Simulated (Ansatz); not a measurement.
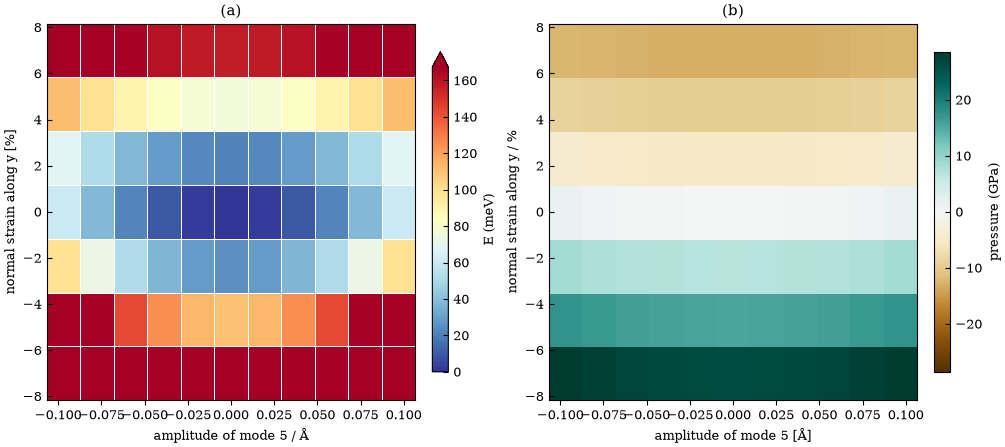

HfN (Fm-3m, No. 225; 2 atoms in the cell). The energy is mapped over a normal mode and a strain (zone-centre modes of the 2-atom cell of this scan) (x, y and z along the cube axes). First axis: amplitude of mode 5 (479 cm⁻¹), largest displacement in the unstrained cell. Second axis: normal strain along y. Nothing is relaxed (the pattern is fixed in fractional coordinates). Grid: 11 × 7 points; 42 points were computed and 35 follow by symmetry. Points are written as (first, second). Energies are in meV per cell, from the lowest grid point. Theory: DFT PBE, scalar-relativistic, plane waves, PAW in Ansatz 0.2.0. Settings: cutoff 520 eV, k-mesh 16×16×16, gaussian smearing 0.15 eV, no spin polarisation.

Panel (a) is the energy and panel (b) the computed pressure on the same grid.

Drawn: one coloured cell a grid point, one colour for all values above the top of the scale.

How does the pressure vary over the map, and what is it at the lowest grid point?

Answer. It runs from −13.1 GPa at (0.000 Å, 7.00 %) to 28.6 GPa at (−0.097 Å, −7.00 %). At the lowest grid point, (0.000 Å, 0.00 %), it is 0.0 GPa.

PAW datasets: the set soft_1.
